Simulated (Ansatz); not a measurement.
Given this structure, the end point of a relaxation with DFT, BLYP, plane waves (420 eV) with PAW, scalar-relativistic (Ansatz 0.2.0); the starting structure was generated, so it need not be a known form of this composition, written in its standard cell:

```xyz
3
Lattice="4.0187 0.0000 0.0000 -2.0094 3.4803 0.0000 0.0000 0.0000 2.4797" Properties=species:S:1:pos:R:3 pbc="T T T"
Co    0.0000    0.0000    0.0000
Co    0.0000    2.3202    1.2399
Co    2.0094    1.1601    1.2399
```

What does the kinematic electron diffraction pattern along [102] look like at 200 kV (B = 0.5 Å²)?

Answer. The spots form a rectangular net whose two shortest vectors correspond to d = 3.48 Å and 1.56 Å, 90.0° apart. They are 0 -1 0 (itself too weak to see) and -2 1 1. The pattern has symmetry 2mm. Reflections such as 0 1 0, 0 2 0, 0 4 0 are allowed but too weak to see at this display level.

Strongest reflections with d > 0.80 Å, one of each family (|F|² from tabulated Gaussian fits of the electron scattering factors, times a small damping for the curvature of the Ewald sphere):

```tsv
hkl	d (Å)	I (strongest = 100)
0 3 0	1.160	100
2 0 -1	1.424	74
2 1 -1	1.162	45
2 -1 -1	1.561	23
2 2 -1	0.931	6
```

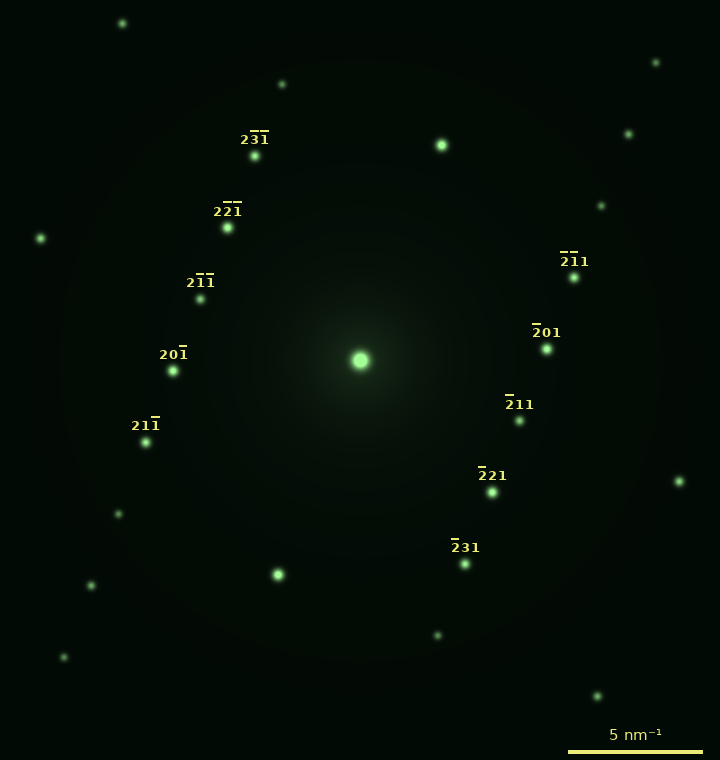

Calculated pattern, seen from the source side with [102] pointing towards the source.
